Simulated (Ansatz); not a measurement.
W$_{17}$S$_{31}$ (cell with a defect)

Input

```
crystal:
  lattice:
    - [12.6388667674, 0.0, 0.0]
    - [-6.3194333837, -10.9455796956, 0.0]
    - [0.0, 0.0, -16.9394672175]
  atoms:
    - { symbol: W, position: [0.9166666667, 0.5833333333, 0.0] }
    - { symbol: W, position: [0.1666666667, 0.5833333333, 0.0] }
    - { symbol: W, position: [0.9166666667, 0.3333333333, 0.0] }
    - { symbol: W, position: [0.4166666667, 0.5833333333, 0.0] }
    - { symbol: W, position: [0.1666666667, 0.3333333333, 0.0] }
    - { symbol: W, position: [0.9166666667, 0.0833333333, 0.0] }
    - { symbol: W, position: [0.6666666667, 0.5833333333, 0.0] }
    - { symbol: W, position: [0.4166666667, 0.3333333333, 0.0] }
    - { symbol: W, position: [0.1666666667, 0.0833333333, 0.0] }
    - { symbol: W, position: [0.9166666667, 0.8333333333, 0.0] }
    - { symbol: W, position: [0.6666666667, 0.3333333333, 0.0] }
    - { symbol: W, position: [0.4166666667, 0.0833333333, 0.0] }
    - { symbol: W, position: [0.1666666667, 0.8333333333, 0.0] }
    - { symbol: W, position: [0.6666666667, 0.0833333333, 0.0] }
    - { symbol: W, position: [0.4166666667, 0.8333333333, 0.0] }
    - { symbol: W, position: [0.6666666667, 0.8333333333, 0.0] }
    - { symbol: W, position: [0.0833333333, 0.6666666667, 0.0930373794] }
    - { symbol: S, position: [0.3333333333, 0.6666666667, 0.0930373794] }
    - { symbol: S, position: [0.0833333333, 0.4166666667, 0.0930373794] }
    - { symbol: S, position: [0.5833333333, 0.6666666667, 0.0930373794] }
    - { symbol: S, position: [0.3333333333, 0.4166666667, 0.0930373794] }
    - { symbol: S, position: [0.0833333333, 0.1666666667, 0.0930373794] }
    - { symbol: S, position: [0.8333333333, 0.6666666667, 0.0930373794] }
    - { symbol: S, position: [0.5833333333, 0.4166666667, 0.0930373794] }
    - { symbol: S, position: [0.3333333333, 0.1666666667, 0.0930373794] }
    - { symbol: S, position: [0.0833333333, 0.9166666667, 0.0930373794] }
    - { symbol: S, position: [0.8333333333, 0.4166666667, 0.0930373794] }
    - { symbol: S, position: [0.5833333333, 0.1666666667, 0.0930373794] }
    - { symbol: S, position: [0.3333333333, 0.9166666667, 0.0930373794] }
    - { symbol: S, position: [0.8333333333, 0.1666666667, 0.0930373794] }
    - { symbol: S, position: [0.5833333333, 0.9166666667, 0.0930373794] }
    - { symbol: S, position: [0.8333333333, 0.9166666667, 0.0930373794] }
    - { symbol: S, position: [0.0833333333, 0.6666666667, 0.9069626206] }
    - { symbol: S, position: [0.3333333333, 0.6666666667, 0.9069626206] }
    - { symbol: S, position: [0.0833333333, 0.4166666667, 0.9069626206] }
    - { symbol: S, position: [0.5833333333, 0.6666666667, 0.9069626206] }
    - { symbol: S, position: [0.3333333333, 0.4166666667, 0.9069626206] }
    - { symbol: S, position: [0.0833333333, 0.1666666667, 0.9069626206] }
    - { symbol: S, position: [0.8333333333, 0.6666666667, 0.9069626206] }
    - { symbol: S, position: [0.5833333333, 0.4166666667, 0.9069626206] }
    - { symbol: S, position: [0.3333333333, 0.1666666667, 0.9069626206] }
    - { symbol: S, position: [0.0833333333, 0.9166666667, 0.9069626206] }
    - { symbol: S, position: [0.8333333333, 0.4166666667, 0.9069626206] }
    - { symbol: S, position: [0.5833333333, 0.1666666667, 0.9069626206] }
    - { symbol: S, position: [0.3333333333, 0.9166666667, 0.9069626206] }
    - { symbol: S, position: [0.8333333333, 0.1666666667, 0.9069626206] }
    - { symbol: S, position: [0.5833333333, 0.9166666667, 0.9069626206] }
    - { symbol: S, position: [0.8333333333, 0.9166666667, 0.9069626206] }
  host:
    lattice:
      - [3.1597166919, 0.0, 0.0]
      - [-1.5798583459, 2.7363949239, 0.0]
      - [0.0, 0.0, 16.9394672175]
    atoms:
      - { symbol: W, position: [0.3333333333, 0.6666666667, 0.0] }
      - { symbol: S, position: [0.6666666667, 0.3333333333, 0.9069626206] }
      - { symbol: S, position: [0.6666666667, 0.3333333333, 0.0930373794] }
basis:
  ecutwfc: 420
  xc_grid: 2
kpoints:
  mp_grid: { grid: [2, 2, 2], shift: [0.0, 0.0, 0.0] }
hamiltonian:
  xc: pbe
  dispersion: d3bj
scf:
  occupations: { method: gaussian, width: 0.01 }
output:
  forces: true
  stress: false
  eigenvalues: true
  charged_corrections:
    defect_position: [0.08333333, 0.66666667, 0.09303738]
    epsilon: [[5.6102, 0.0, 0.0], [0.0, 5.6102, 0.0], [0.0, 0.0, 1.4325]]
  write_density: true
  write_potential: true
  elf: true
  volumetric_format: npy
relax:
  adjacent_minimum: "off"
  f_tol: 0.025
  max_steps: 45
```

Command:

```sh
ansatz run input.yaml --threads 4 --pin off --max-ram 10240MiB --backend cpu --events-out ev --progress --plain --runs-dir out
```

The fields are those of the relaxed geometry.

All numbers below come from DFT PBE+D3(BJ), scalar-relativistic, plane waves, PAW in Ansatz 0.2.0.

In a PAW calculation such maps are meaningful between the atoms, not at the nuclei.

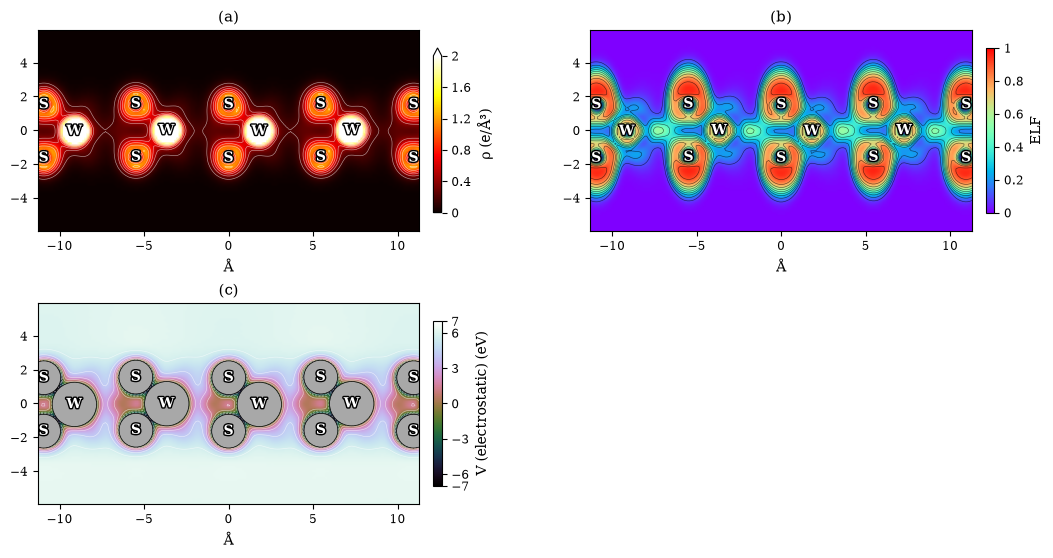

Figure 1. (a) valence pseudo-density; (b) electron localisation function; (c) electrostatic potential energy of an electron on the (110) plane of the calculation cell, a cut from vacuum to vacuum. Grey discs cover the atomic cores in the potential map.

Q: What does the map show?

A: The section cuts through W and S sites.
W–S (2.40 Å): the density is about 0.63 e/Å³ at the midpoint; the ELF peaks at about 0.85 in the valence shell of S, 0.8 Å from its nucleus, and is about 0.50 at the midpoint.
The density dies away to nearly zero in the vacuum.
The features right at W lie inside the PAW spheres, where the map follows smoothed inner orbitals and isn't to be read closely.
Outside the cores the potential energy rises away from the atoms and is highest in the vacuum; its zero is arbitrary.

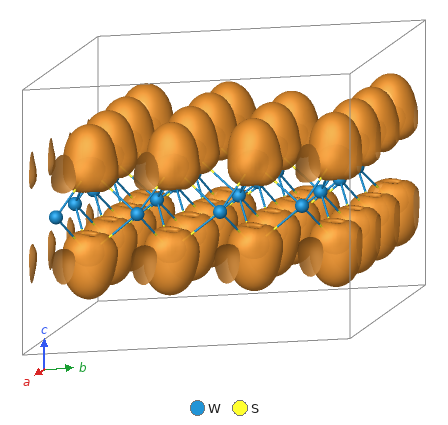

Figure 2. Isosurface of the ELF at 0.75 (orange), seen slightly off an axis. Only the valence region is drawn (cores and ρ < 0.01 e/Å³ removed). Sticks mark near contacts.

Q: What do the ELF domains correspond to?

A: At this value the surface marks out 31 regions wrapped around S (the valence shell of each), counted in one cell of 48 atoms. Counts are for one cell; the picture repeats the cell along the surface. Along the contacts the grid gives the following. W–W (2.58 Å): the ELF reaches about 0.55 near the midpoint.

Q: Does the calculation make it a metal, or give it a gap?

A: It is gapless in this calculation (a metal or semimetal).
